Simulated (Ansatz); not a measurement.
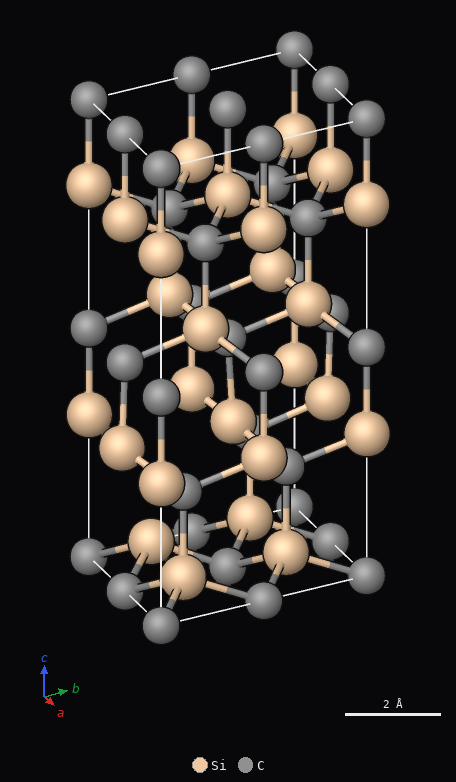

*The starting structure (ball-and-stick view of the cell of the calculation, seen slightly off an axis).*

Near neighbours in the crystal (not all of them lie inside the picture): Si has 3 C at 1.75 to 1.93 Å; Si has 4 C at 1.87 to 1.88 Å; C has 4 Si at 1.75 to 1.93 Å.

Geometry relaxation, with input and output: Si₁₆C₁₅ (part 1 of 2)

The run: geometry relaxation of Si₁₆C₁₅ (defect cell, 31 atoms in the cell). Method and program: DFT LDA, scalar-relativistic, plane waves, PAW, no spin polarisation (Ansatz 0.2.0).

The structure derives from a Materials Project entry. It belongs to a series of runs on one base structure; here: C vacancy (site b), charge +0, atoms relaxed at the host's cell.

**Input**
```yaml
crystal:
  lattice:
    - [3.0584217931, -5.2973419482, 0.0]
    - [-6.1168435962, 5.7e-09, 0.0]
    - [0.0, 0.0, -10.0121483307]
  atoms:
    - { symbol: Si, position: [0.3433712695, 0.1821381137, 0.0650094768] }
    - { symbol: Si, position: [0.8333333333, 0.1666666667, 0.0621585393] }
    - { symbol: Si, position: [0.3333333333, 0.6666666667, 0.0621585393] }
    - { symbol: Si, position: [0.8333333333, 0.6666666667, 0.0621585393] }
    - { symbol: Si, position: [0.1666666667, 0.3333333333, 0.5621585393] }
    - { symbol: Si, position: [0.6666666667, 0.3333333333, 0.5621585393] }
    - { symbol: Si, position: [0.1666666667, 0.8333333333, 0.5621585393] }
    - { symbol: Si, position: [0.6666666667, 0.8333333333, 0.5621585393] }
    - { symbol: Si, position: [-0.0035723879, 0.0034775931, 0.3095761782] }
    - { symbol: Si, position: [0.5032401872, -0.015540274, 0.3150032803] }
    - { symbol: Si, position: [0.0, 0.5, 0.3120994172] }
    - { symbol: Si, position: [0.5000938353, 0.5260732679, 0.3140148784] }
    - { symbol: Si, position: [0.5, 0.5, 0.8120994172] }
    - { symbol: Si, position: [1.0, 0.5, 0.8120994172] }
    - { symbol: Si, position: [0.5, 1.0, 0.8120994172] }
    - { symbol: Si, position: [1.0, 1.0, 0.8120994172] }
    - { symbol: C, position: [0.8333333333, 0.1666666667, 0.2501922181] }
    - { symbol: C, position: [0.3333333333, 0.6666666667, 0.2501922181] }
    - { symbol: C, position: [0.8333333333, 0.6666666667, 0.2501922181] }
    - { symbol: C, position: [0.1666666667, 0.3333333333, 0.7501922181] }
    - { symbol: C, position: [0.6666666667, 0.3333333333, 0.7501922181] }
    - { symbol: C, position: [0.1666666667, 0.8333333333, 0.7501922181] }
    - { symbol: C, position: [0.6666666667, 0.8333333333, 0.7501922181] }
    - { symbol: C, position: [0.5, 0.5, 0.4995508254] }
    - { symbol: C, position: [1.0, 0.5, 0.4995508254] }
    - { symbol: C, position: [0.5, 1.0, 0.4995508254] }
    - { symbol: C, position: [1.0, 1.0, 0.4995508254] }
    - { symbol: C, position: [0.0, 0.0, 0.9995508254] }
    - { symbol: C, position: [0.5, 0.0, 0.9995508254] }
    - { symbol: C, position: [0.0, 0.5, 0.9995508254] }
    - { symbol: C, position: [0.5, 0.5, 0.9995508254] }
  host:
    lattice:
      - [3.0584217981, -2.9e-09, 0.0]
      - [-1.5292108966, 2.6486709741, 0.0]
      - [0.0, 0.0, 10.0121483307]
    atoms:
      - { symbol: Si, position: [0.6666666667, 0.3333333333, 0.9378414607] }
      - { symbol: Si, position: [0.3333333333, 0.6666666667, 0.4378414607] }
      - { symbol: Si, position: [0.0, 0.0, 0.6879005828] }
      - { symbol: Si, position: [0.0, 0.0, 0.1879005828] }
      - { symbol: C, position: [0.6666666667, 0.3333333333, 0.7498077819] }
      - { symbol: C, position: [0.3333333333, 0.6666666667, 0.2498077819] }
      - { symbol: C, position: [0.0, 0.0, 0.5004491746] }
      - { symbol: C, position: [0.0, 0.0, 0.0004491746] }
basis:
  ecutwfc: 420
  xc_grid: 2
kpoints:
  mp_grid: { grid: [2, 2, 2], shift: [0.0, 0.0, 0.0] }
hamiltonian:
  xc: lda
scf:
  occupations: { method: gaussian, width: 0.01 }
output:
  forces: true
  stress: false
  eigenvalues: true
  charged_corrections:
    defect_position: [0.33333333, 0.16666667, 0.25019222]
    epsilon: [[10.2735, 0.0, 0.0], [0.0, 10.2735, 0.0], [0.0, 0.0, 10.9573]]
  write_density: true
  write_potential: true
  elf: true
  volumetric_format: npy
relax:
  adjacent_minimum: "off"
  f_tol: 0.025
  max_steps: 45
```

Run on 4 threads of Arm Neoverse N1, 98 GiB of memory available, shared host.

Launched with:
```bash
ansatz run input.yaml --threads 4 --pin off --max-ram 8192MiB --backend cpu --events-out ev --progress --plain --runs-dir out
```

**Log**
```
Engine: ansatz 0.2.0, aarch64-unknown-linux-gnu
Pseudopotentials: kind: paw
Pseudopotential: Si, paw, valence charge 4, recommended cutoff 420 eV (normal), Si.paw.azcp
Pseudopotential: C, paw, valence charge 4, recommended cutoff 420 eV (normal), C.paw.azcp
Functional definition: SPW92
  exchange = slater_x
  correlation = pw_c
Crystal: 31 atoms, lattice volume = 324.424 Å³
Basis set: ecut = 420 eV, 6339 PW (Γ), exchange–correlation on 90×90×144 points (8 copies of the dense FFT grid, shifted against one another)
Bands: 93, of which v1, the nominal top of the filled ones, is band 62 counted from 1 (61 counted from 0)
Symmetry: 1 space group operations
Space group: P1 (ITA 1), of the structure as read, at distance tolerance 6.9e-5 Å
k-points: 8
Non-local potential: Si, projectors of the file, l = 0: 2, l = 1: 2, l = 2: 2
Non-local potential: C, projectors of the file, l = 0: 2, l = 1: 2, l = 2: 1
PAW form: soft (Blöchl's): semilocal exchange-correlation on the pseudo side does not see the compensation charge
PAW frozen core: Si, regenerated for the run's functional, and the local potential with it (the file was generated under x = pbe(κ = 0.804, μ = 0.2195149727645171), c = pbe(β = 0.06672455060314922))
PAW frozen core: C, regenerated for the run's functional, and the local potential with it (the file was generated under x = pbe(κ = 0.804, μ = 0.2195149727645171), c = pbe(β = 0.06672455060314922))
PAW one-centre angular grid: Si, 110 points (default); XC on 64 Gauss nodes
PAW one-centre angular grid: C, 110 points (default); XC on 64 Gauss nodes
Initial density: superposition of atomic densities (neutral atoms: chi_scale 0, normalization atom), corrected by the library's trained network
Initial wavefunctions: pseudopotential atomic-orbital guess
Functional: x = slater, c = lda
SCF iter   1: F=—  HF=-13387.501189 eV  |F-HF|=—  |Δ(HF+E_count)|=         —  Δρ=9.05e-3  dr2=3.59e-1  ethr=1.77e-3  ⟨swp⟩=6.0  Hψ=3432  notcnv=0  defer=102
preconditioner: auto → Resta (q_TF=auto, 2.324 Å⁻¹)  ε∞=4.9  [insulator: Δε(μ)=0.452 eV  Ē_g=11.627 eV  σ=0.010 eV  W_gap=1.00  n_scr=66 (ndim 8)  ℏωp=23.0 eV  f_vac=0.000  D(μ)=0.00/eV (n_scr^D=0)  ε∞_Penn≈4.9]
SCF iter   2: F=—  HF=-13387.413026 eV  |F-HF|=—  |Δ(HF+E_count)|=   8.82e-2  Δρ=4.28e-3  dr2=5.73e-2  ethr=2.90e-4  ⟨swp⟩=3.0  Hψ=1293  notcnv=0  defer=182
SCF iter   3: F=—  HF=-13387.395884 eV  |F-HF|=—  |Δ(HF+E_count)|=   1.71e-2  Δρ=1.17e-3  dr2=4.29e-3  ethr=4.62e-5  ⟨swp⟩=3.5  Hψ=1062  notcnv=0  defer=184
SCF iter   4: F=—  HF=-13387.394637 eV  |F-HF|=—  |Δ(HF+E_count)|=   1.25e-3  Δρ=1.83e-4  dr2=1.17e-4  ethr=3.46e-6  ⟨swp⟩=2.2  Hψ=1096  notcnv=0  defer=184
iter 5 did not close the SCF: its close was put off for the readings that it lacked (scf_convergence_deferred on its scf_iter line)
SCF iter   5: F=-13387.394617 eV  HF=-13387.394624 eV  |F-HF|=6.52e-6  |Δ(HF+E_count)|=   1.31e-5  Δρ=6.65e-5  dr2=1.48e-5  ethr=9.44e-8  ⟨swp⟩=2.0  Hψ=1058  notcnv=0  defer=184
SCF iter   6: F=-13387.394622 eV  HF=-13387.394622 eV  |F-HF|=2.98e-7  |Δ(HF+E_count)|=   1.95e-6  Δρ=1.28e-5  dr2=6.41e-7  ethr=1.20e-8  ⟨swp⟩=17.9  Hψ=6669  notcnv=0
SCF 1 converged in 6 iterations: F = -13387.394622 eV  dr2 = 6.41e-7
  greatest PAW one-centre occupation: 0.653 electrons in one spin orbital (limit 2), on the C atom at site 17 (counted from 0), in its partial waves of l = 0
relax step   1: F+E_penalty+E_count = -13387.39462176 eV  Δ(F+E_penalty+E_count) = +0.000e0 eV  max|allowed force component| = 2.495e0 eV/Å  Δτ_max = 0.0000 Å  (6 SCF iters, dr2 threshold 1.56e-5 eV, accepted)
Initial density: handed on by an earlier stage of this run
Initial wavefunctions: those handed on with the density
iter 1 solved again at ethr=4.24e-5 eV; its pass at ethr=3.10e-3 eV (dr2=5.25e-2 eV) is discarded
SCF iter   1: F=—  HF=-13387.672037 eV  |F-HF|=—  |Δ(HF+E_count)|=         —  Δρ=3.86e-3  dr2=5.31e-2  ethr=4.24e-5  ⟨swp⟩=2.1  Hψ=2273  notcnv=0  defer=189
preconditioner: auto → Resta (q_TF=auto, 2.324 Å⁻¹)  ε∞=4.9  [insulator: Δε(μ)=0.349 eV  Ē_g=11.658 eV  σ=0.010 eV  W_gap=1.00  n_scr=66 (ndim 8)  ℏωp=23.0 eV  f_vac=0.000  D(μ)=0.00/eV (n_scr^D=0)  ε∞_Penn≈4.9]
SCF iter   2: F=—  HF=-13387.658214 eV  |F-HF|=—  |Δ(HF+E_count)|=   1.38e-2  Δρ=1.59e-3  dr2=7.41e-3  ethr=4.24e-5  ⟨swp⟩=2.1  Hψ=1016  notcnv=0  defer=189
SCF iter   3: F=—  HF=-13387.655983 eV  |F-HF|=—  |Δ(HF+E_count)|=   2.23e-3  Δρ=4.52e-4  dr2=5.34e-4  ethr=5.98e-6  ⟨swp⟩=2.1  Hψ=973  notcnv=0  defer=189
SCF iter   4: F=—  HF=-13387.655845 eV  |F-HF|=—  |Δ(HF+E_count)|=   1.38e-4  Δρ=8.92e-5  dr2=3.18e-5  ethr=4.30e-7  ⟨swp⟩=2.2  Hψ=984  notcnv=0  defer=189
SCF iter   5: F=-13387.655837 eV  HF=-13387.655838 eV  |F-HF|=1.06e-6  |Δ(HF+E_count)|=   6.67e-6  Δρ=2.11e-5  dr2=1.93e-6  ethr=2.56e-8  ⟨swp⟩=19.6  Hψ=7612  notcnv=0
SCF 2 converged in 5 iterations: F = -13387.655837 eV  dr2 = 1.93e-6
  greatest PAW one-centre occupation: 0.649 electrons in one spin orbital (limit 2), on the C atom at site 17 (counted from 0), in its partial waves of l = 0
relax step   2: F+E_penalty+E_count = -13387.65583728 eV  Δ(F+E_penalty+E_count) = -2.612e-1 eV  max|allowed force component| = 1.293e0 eV/Å  Δτ_max = 0.0604 Å  (5 SCF iters, dr2 threshold 1.00e-4 eV, accepted)
SCF iter   1: F=—  HF=-13387.785255 eV  |F-HF|=—  |Δ(HF+E_count)|=         —  Δρ=4.03e-3  dr2=6.05e-2  ethr=4.57e-4  ⟨swp⟩=3.2  Hψ=1529  notcnv=0  defer=192
preconditioner: auto → Resta (q_TF=auto, 2.324 Å⁻¹)  ε∞=4.9  [insulator: Δε(μ)=0.260 eV  Ē_g=11.648 eV  σ=0.010 eV  W_gap=1.00  n_scr=66 (ndim 8)  ℏωp=23.0 eV  f_vac=0.000  D(μ)=0.00/eV (n_scr^D=0)  ε∞_Penn≈4.9]
SCF iter   2: F=—  HF=-13387.768126 eV  |F-HF|=—  |Δ(HF+E_count)|=   1.71e-2  Δρ=1.68e-3  dr2=9.04e-3  ethr=4.88e-5  ⟨swp⟩=2.1  Hψ=1100  notcnv=0  defer=192
SCF iter   3: F=—  HF=-13387.764999 eV  |F-HF|=—  |Δ(HF+E_count)|=   3.13e-3  Δρ=3.82e-4  dr2=3.62e-4  ethr=7.29e-6  ⟨swp⟩=2.4  Hψ=999  notcnv=0  defer=192
SCF iter   4: F=-13387.764901 eV  HF=-13387.764914 eV  |F-HF|=1.29e-5  |Δ(HF+E_count)|=   8.50e-5  Δρ=9.70e-5  dr2=3.11e-5  ethr=8.06e-8  ⟨swp⟩=18.5  Hψ=7324  notcnv=0
SCF 3 converged in 4 iterations: F = -13387.764901 eV  dr2 = 3.11e-5
  greatest PAW one-centre occupation: 0.645 electrons in one spin orbital (limit 2), on the C atom at site 17 (counted from 0), in its partial waves of l = 0
relax step   3: F+E_penalty+E_count = -13387.76490068 eV  Δ(F+E_penalty+E_count) = -1.091e-1 eV  max|allowed force component| = 8.383e-2 eV/Å  Δτ_max = 0.0799 Å  (4 SCF iters, dr2 threshold 1.00e-4 eV, accepted)
SCF iter   1: F=—  HF=-13387.767749 eV  |F-HF|=—  |Δ(HF+E_count)|=         —  Δρ=7.35e-4  dr2=2.08e-3  ethr=2.56e-5  ⟨swp⟩=3.0  Hψ=1503  notcnv=0  defer=192
preconditioner: auto → Resta (q_TF=auto, 2.324 Å⁻¹)  ε∞=4.9  [insulator: Δε(μ)=0.247 eV  Ē_g=11.644 eV  σ=0.010 eV  W_gap=1.00  n_scr=66 (ndim 8)  ℏωp=23.0 eV  f_vac=0.000  D(μ)=0.00/eV (n_scr^D=0)  ε∞_Penn≈4.9]
SCF iter   2: F=—  HF=-13387.767259 eV  |F-HF|=—  |Δ(HF+E_count)|=   4.90e-4  Δρ=3.60e-4  dr2=3.73e-4  ethr=1.67e-6  ⟨swp⟩=1.0  Hψ=856  notcnv=0  defer=192
SCF iter   3: F=—  HF=-13387.767126 eV  |F-HF|=—  |Δ(HF+E_count)|=   1.33e-4  Δρ=7.66e-5  dr2=1.61e-5  ethr=3.01e-7  ⟨swp⟩=2.0  Hψ=889  notcnv=0  defer=192
SCF iter   4: F=—  HF=-13387.767295 eV  |F-HF|=—  |Δ(HF+E_count)|=   1.69e-4  Δρ=1.93e-5  dr2=1.31e-6  ethr=1.30e-8  ⟨swp⟩=2.0  Hψ=1011  notcnv=0  defer=192
SCF iter   5: F=-13387.767294 eV  HF=-13387.767295 eV  |F-HF|=2.00e-8  |Δ(HF+E_count)|=   1.97e-7  Δρ=4.50e-6  dr2=6.74e-8  ethr=8.06e-11  ⟨swp⟩=14.4  Hψ=5830  notcnv=0
SCF 4 converged in 5 iterations: F = -13387.767294 eV  dr2 = 6.74e-8
  greatest PAW one-centre occupation: 0.645 electrons in one spin orbital (limit 2), on the C atom at site 18 (counted from 0), in its partial waves of l = 0
relax step   4: F+E_penalty+E_count = -13387.76729449 eV  Δ(F+E_penalty+E_count) = -2.394e-3 eV  max|allowed force component| = 1.837e-2 eV/Å  Δτ_max = 0.0163 Å  (5 SCF iters, accepted)
```

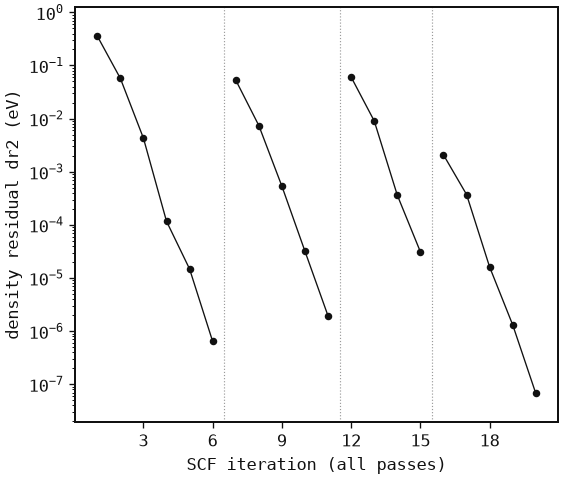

*Convergence of the self-consistent field: density residual dr2 against the SCF iteration. The dotted lines part the SCF passes of the relaxation: geometry steps, rejected trials and re-solves on a re-selected basis.*

The passes take 6, 5, 4 and 5 iterations.

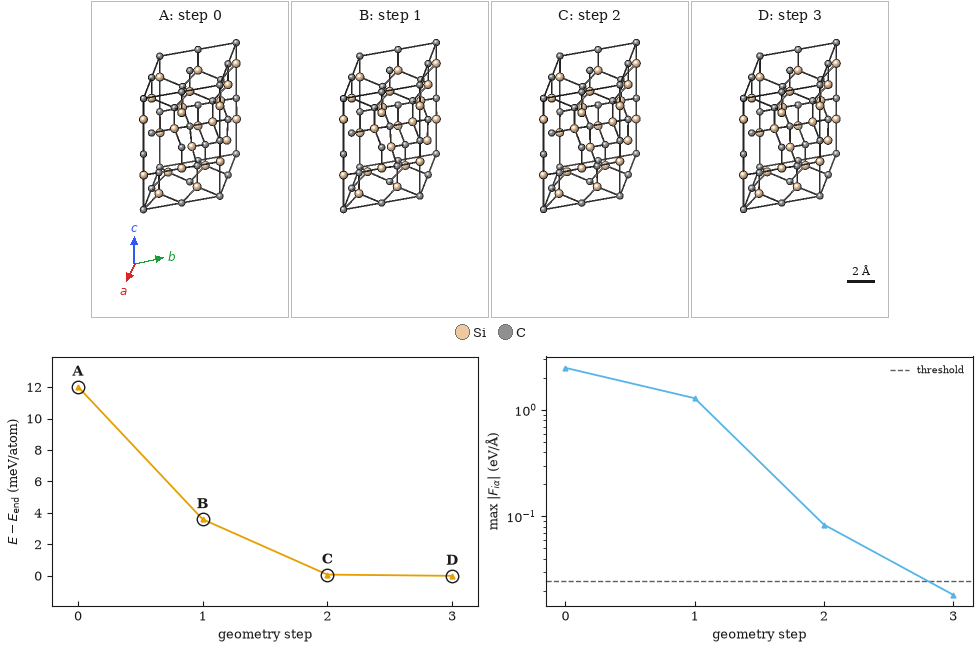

*Frames of the relaxation (ball-and-stick view of the cell of the calculation, seen at an oblique angle) above the curves, on which the letters mark them (the first geometry is step 0 here and step 1 in the log).*

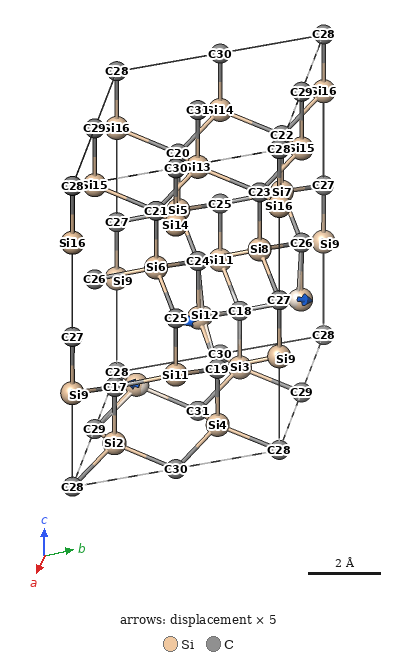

*Start (faint) and end (solid) with the displacements as blue arrows, magnified 5 times (ball-and-stick view of the cell of the calculation, seen at an oblique angle).*

The atom that moves furthest is Si12 (0.14 Å). By element the largest moves are Si 0.14 Å, C 0.03 Å. The lattice vectors keep their values. Among the contacts that change: Si12–C18 1.751 → 1.873 Å, Si10–C18 1.805 → 1.873 Å, Si1–C28 1.934 → 1.874 Å, Si9–C17 1.828 → 1.873 Å. Among the angles that change: C18–Si12–C24 115.5° → 109.9°, Si10–C18–Si12 103.6° → 107.7°, Si6–C24–Si12 113.8° → 110.0°. The energy falls by 12.0 meV per atom in 3 geometry steps. Largest force component: 2.5 eV/Å at the start, 0.018 eV/Å at the end. (Atoms are counted from 1 in the order of the input.)

```
SCF converged after 5 iterations
Free energy (F): -13387.767294 eV
Harris-Foulkes:  -13387.767295 eV  (|F-HF|=2.00e-8)
Internal energy: -13387.767294 eV  (E = F + TS)
E sigma→0 (E₀):  -13387.767294 eV
Fermi energy:    11.049789 eV
--- Per-component energies (eV) ---
  E_band       = 422.685604
  E_kinetic    = 2089.523038
  E_local      = -1732.295510  (includes V_loc(G=0)·N_el)
  E_nonlocal   = 838.373466
  E_hartree    = 540.081479
  E_xc         = -1628.935490
  E_vxc        = -1692.120541  (∫ρ·V_xc dr)
  E_paw        = -9156.498699  (= ΣΔE_a)
  E_vpaw       = -160.958986  (= ΣTr[D̂ρ^β])
  E_aug_tail   = 0.000232  (compensation charges beyond the density's cutoff)
  E_ewald      = -4340.307588
  E_core_change = 2.291779  (= ΣΔE_core)
  E_smearing   = -0.000000  (= −TS)
  E_closure    = -0.000000  (closes the sum)
  Σ components = -13387.767294   (vs F -13387.767294, Δ=0.00e0)
--- Forces (eV/Å), atoms counted from 1 ---
  atom   1  Si     0.00320399    -0.00191012     0.01836932
  atom   2  Si    -0.00200686     0.00319727    -0.01586916
  atom   3  Si    -0.00287554     0.00111757    -0.01040120
  atom   4  Si     0.00203026    -0.00065818    -0.01525971
  atom   5  Si     0.00006987     0.00345601     0.01182102
  atom   6  Si    -0.00025343    -0.00677583     0.00869594
  atom   7  Si     0.00059177     0.00585287     0.00860799
  atom   8  Si     0.00338241    -0.00408688    -0.00451420
  atom   9  Si    -0.00144609    -0.00203975    -0.01367669
  atom  10  Si    -0.00306054     0.00456333    -0.00046154
  atom  11  Si     0.00108380     0.00461675    -0.00319879
  atom  12  Si     0.01144854     0.00543354    -0.00762380
  atom  13  Si    -0.00152459     0.00318352     0.01619284
  atom  14  Si     0.00136501    -0.00195345     0.00669549
  atom  15  Si     0.00055001     0.00032287     0.01173355
  atom  16  Si    -0.00327194    -0.00478789     0.01804319
  atom  17  C     -0.01020795    -0.00759770     0.00399283
  atom  18  C      0.00658739     0.00057326     0.00070420
  atom  19  C     -0.00045259     0.00210805     0.00398603
  atom  20  C     -0.00286224    -0.00060550    -0.00440990
  atom  21  C     -0.00163360    -0.00369521    -0.00429731
  atom  22  C      0.00174103     0.00147095    -0.00575576
  atom  23  C      0.00466301     0.00160943    -0.01521451
  atom  24  C     -0.00615558    -0.00358019    -0.00272192
  atom  25  C     -0.00012870     0.00099481     0.00471269
  atom  26  C     -0.00382653    -0.00101251    -0.00832975
  atom  27  C     -0.00282530     0.00453051    -0.00735008
  atom  28  C      0.00016520    -0.00582759    -0.00214358
  atom  29  C     -0.00030966     0.00097695    -0.00537200
  atom  30  C      0.00087545    -0.00090143     0.00990871
  atom  31  C      0.00503416     0.00140497     0.00314374
  max |Σ_I F_I| component: 4.92e-5 eV/Å
--- Band table (eV; the first three rows and the last of 8) ---
  k-point 0: bands = ["-6.1408", "-5.0404", "-4.7905", "-2.7204", "-2.7200", "-2.6528", "-2.4414", "-2.2082", "-2.2075", "-1.9210", "-1.9183", "-1.9174", "-1.4871", "-1.1617", "-1.1613", "0.6202", "0.6243", "0.8748", "0.8754", "0.9464", "0.9465", "1.1141", "1.8484", "2.2209", "2.5249", "2.5255", "2.8797", "2.8798", "4.3134", "4.3514", "4.3522", "4.4032", "4.9703", "5.1277", "5.1285", "5.9773", "5.9886", "6.1709", "6.1712", "6.3984", "6.8282", "6.8727", "6.8741", "6.9275", "7.0316", "7.0323", "7.3934", "7.4297", "7.4307", "7.6802", "7.6805", "8.0903", "8.0906", "8.1448", "8.4084", "8.4096", "8.6228", "8.6234", "8.8232", "9.1410", "9.1416", "10.9268", "11.5471", "11.5476", "11.6788", "11.6790", "11.9833", "12.3979", "13.1192", "13.1219", "13.6448", "13.6457", "13.7795", "14.2015", "14.2024", "14.4011", "14.5770", "14.6349", "14.6351", "14.7106", "15.1881", "15.2932", "15.2946", "15.3103", "15.8513", "16.3061", "16.3070", "16.4330", "16.4345", "16.5041", "16.5402", "16.5995", "16.5995"]
```
